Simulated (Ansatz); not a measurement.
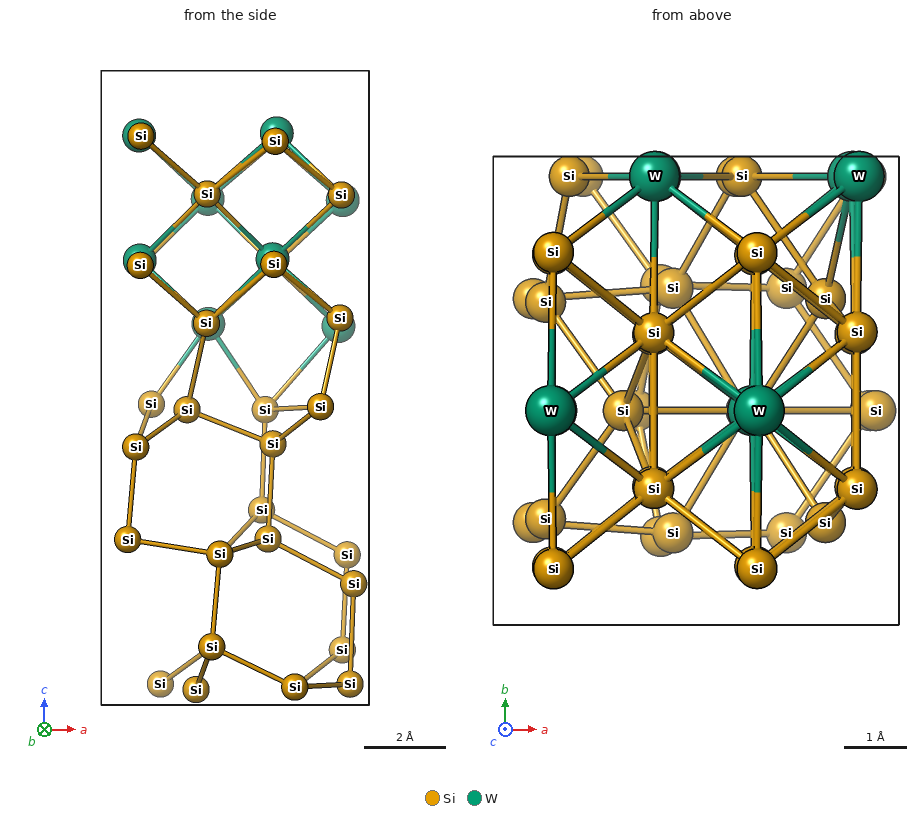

A ball-and-stick picture of a periodic stack of two materials, seen from the side and from above; the box is the simulation cell in a reduced setting, and 1×1 cells are drawn in the plane (a layer on the cell's face shows at both ends).

Q: State the materials and surface orientations.

A: Si (1 1 1) (Fd-3m, 24 atoms) and Si2W (1 0 0) (I4/mmm, 24 atoms).

Q: Give the in-plane cell and the period of the stack.

A: The in-plane vectors are 6.62 and 7.64 Å long, those of Si, to which Si2W is strained; the stack repeats after 15.7 Å.

The atoms and the stacking vector were relaxed with DFT LDA, scalar-relativistic, plane waves, PAW (Ansatz), the in-plane cell held. The two parents, named as they started, are listed structures, not always the stable forms, and thin layers can change their stacking on relaxation.
